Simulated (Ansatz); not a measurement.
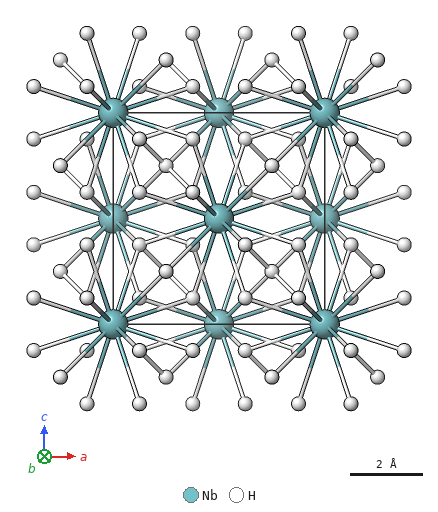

Starting structure of crystalline NbH$_{5}$ (a generated structure, set up in F-43m) (coarse preliminary run). Style: ball-and-stick. Shown: the conventional cell (4 times the calculation's cell), along the b axis. Lengths and directions refer to the drawn axes.

Method: DFT PBE, scalar-relativistic, plane waves, PAW in Ansatz 0.2.0.

Input
```yaml
crystal:
  lattice:
    - [0.0, 2.95698074, 2.95698074]
    - [2.95698074, 0.0, 2.95698074]
    - [2.95698074, 2.95698074, 0.0]
  atoms:
    - { symbol: Nb, position: [0.0, 0.0, 0.0] }
    - { symbol: H, position: [0.25, 0.25, 0.25] }
    - { symbol: H, position: [0.1277616, 0.62407947, 0.62407947] }
    - { symbol: H, position: [0.62407947, 0.62407947, 0.62407947] }
    - { symbol: H, position: [0.62407947, 0.62407947, 0.1277616] }
    - { symbol: H, position: [0.62407947, 0.1277616, 0.62407947] }
basis:
  ecutwfc: 420
kpoints:
  mp_grid: { grid: [6, 6, 6] }
hamiltonian:
  xc: pbe
scf:
  occupations: { method: gaussian, width: 0.1 }
  lower_state_search: "off"
output:
  forces: true
  stress: true
  eigenvalues: true
relax:
  adjacent_minimum: "off"
  f_tol: 0.04
  max_steps: 70
  cell: { stress_tol: 0.4 }
```

Command:
```bash
ansatz run input.yaml --threads 1 --pin off --max-ram 2048MiB --backend cpu --events-out ev --progress --plain --runs-dir out
```

Predict the outcome.

The largest moves relative to the cell, 0.014 Å, are those of H3, H4, H5 and H6. H5 goes along [−1 −1 −1]. Nb stays in place. The drawn cell changes as follows: a = b = c 5.914 → 4.976 Å (−15.9 %); the volume changes by −40.4 %. Near-neighbour distances that change, for instance: Nb1–H2 2.561 → 2.155 Å, Nb1–H3 2.453 → 2.062 Å. The space group stays F-43m (No. 216). After 5 accepted moves (6 points after the start) the energy has fallen by 3.214 eV per cell of the calculation. Largest force component: 0.18 eV/Å at the start, 0.0014 eV/Å at the end. The pressure goes from −32.12 to −0.16 GPa. At 1 point the geometry stayed and the basis and grid were re-selected for the new cell (energy shift of 9.4 meV per cell of the calculation at most each time).

The structure at the end:

```
CELL_PARAMETERS angstrom
0.00000 2.48816 2.48816
2.48816 0.00000 2.48816
2.48816 2.48816 0.00000
ATOMIC_POSITIONS crystal
Nb 0.00000 0.00000 0.00000
H 0.25000 0.25000 0.25000
H 0.12299 0.62567 0.62567
H 0.62567 0.62567 0.62567
H 0.62567 0.62567 0.12299
H 0.62567 0.12299 0.62567
```

After the run, drawn alike:

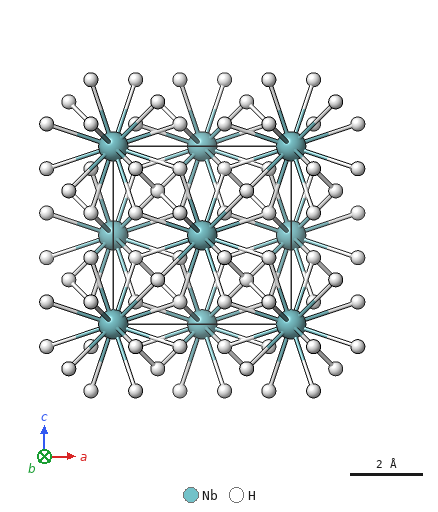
